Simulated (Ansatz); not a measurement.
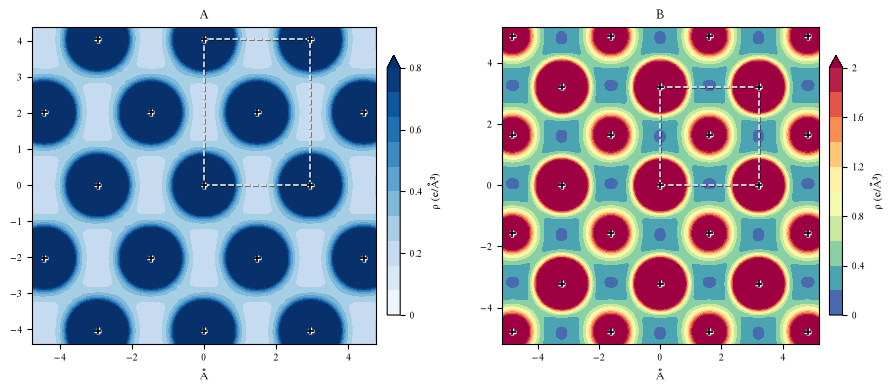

The valence pseudo-density of 2 systems, each on a plane through atoms (crosses mark nuclei in the plane).

Level of theory: DFT PBE, scalar-relativistic, plane waves, PAW in Ansatz.

System 1: Cu, the (011̄) plane of the conventional cell. Space group I4/mmm; a structure from a database of computed crystals, not necessarily the ambient phase; computed without spin polarisation.

```
Cu
1.0
     2.95120    0.00000    0.00000
     0.00000    2.95120    0.00000
     0.00000    0.00000    2.76023
Cu
2
Direct
  0.00000 0.00000 0.00000
  0.50000 0.50000 0.50000
```

System 2: HfN, the (010) plane of the standardised cell. Space group P1; changed on purpose from its base cell (all N atoms moved 0.04 A in one direction); not relaxed (largest force 0.4 eV/Å); computed without spin polarisation.

```cif
data_structure
_symmetry_space_group_name_H-M 'P 1'
_symmetry_Int_Tables_number 1
_cell_length_a 3.2158
_cell_length_b 4.5478
_cell_length_c 3.2158
_cell_angle_alpha 90.000
_cell_angle_beta 90.000
_cell_angle_gamma 90.000
_cell_volume 47.03
loop_
_atom_site_label
_atom_site_type_symbol
_atom_site_fract_x
_atom_site_fract_y
_atom_site_fract_z
_atom_site_occupancy
Hf1 Hf 0.50000 0.50000 0.49486 1
Hf2 Hf 0.00000 0.00000 0.99486 1
N1 N 0.49817 0.99847 0.50697 1
N2 N 0.99817 0.49847 0.00697 1
```

Question: Which map belongs to which system?

Answer: Panel A is system 1, Cu: the plane holds Cu. Cu–Cu (2.50 Å): ρ is about 0.28 e/Å³ halfway. Panel B is system 2, HfN: the plane holds Hf and N. Hf–N (2.24 Å): ρ is about 0.53 e/Å³ halfway.
